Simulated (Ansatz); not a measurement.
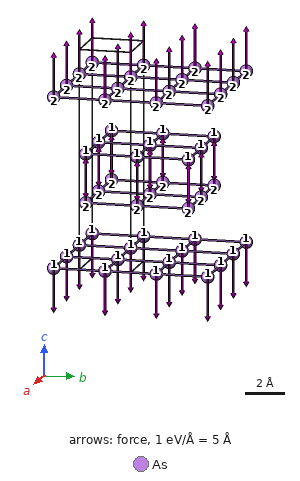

Starting geometry of solid As (set up in I4/mmm) with the computed forces as purple arrows. The picture is a ball-and-stick view of the conventional cell (2 times the calculation's cell), repeated 3 × 3 × 1 with one cell outlined, seen slightly off an axis. Lengths and directions refer to the drawn axes.

Case: 4 of 4 Ca taken out, relaxed.

The calculation used DFT PBE, scalar-relativistic, plane waves, PAW (Ansatz 0.2.0). (plane-wave cutoff 420 eV; k-point mesh 18 × 18 × 18; occupations gaussian; smearing width 0.1 eV; no spin polarisation; cell and atoms relaxed; force threshold 0.025 eV/Å; at most 70 steps)

> Is this structure relaxed? If not, where do the atoms go?

It isn't relaxed: the largest force vector, on As atoms, is 0.48 eV/Å. The atoms end up moving mostly along the starting forces (cosine between the two patterns 1.00). The largest moves relative to the cell, 0.031 Å, are those of As1 and As2. As1 goes along −c. The drawn cell changes at constant volume: a = b 2.735 → 2.766 Å (+1.1 %), c 11.676 → 11.418 Å (−2.2 %). Near-neighbour distances that change, for instance: As1–As2 2.602 → 2.483 Å, As1–As1 2.735 → 2.766 Å. The space group stays I4/mmm (No. 139). The energy falls by 19.1 meV per atom in 4 accepted moves (5 points after the start). Largest force component: 0.48 eV/Å at the start, 0.0098 eV/Å at the end. Pressure: −1.22 GPa at the start and 0.05 GPa at the end. At 1 point the geometry stayed and the basis and grid were re-selected for the new cell (energy shift of less than 0.05 meV per atom at most each time).
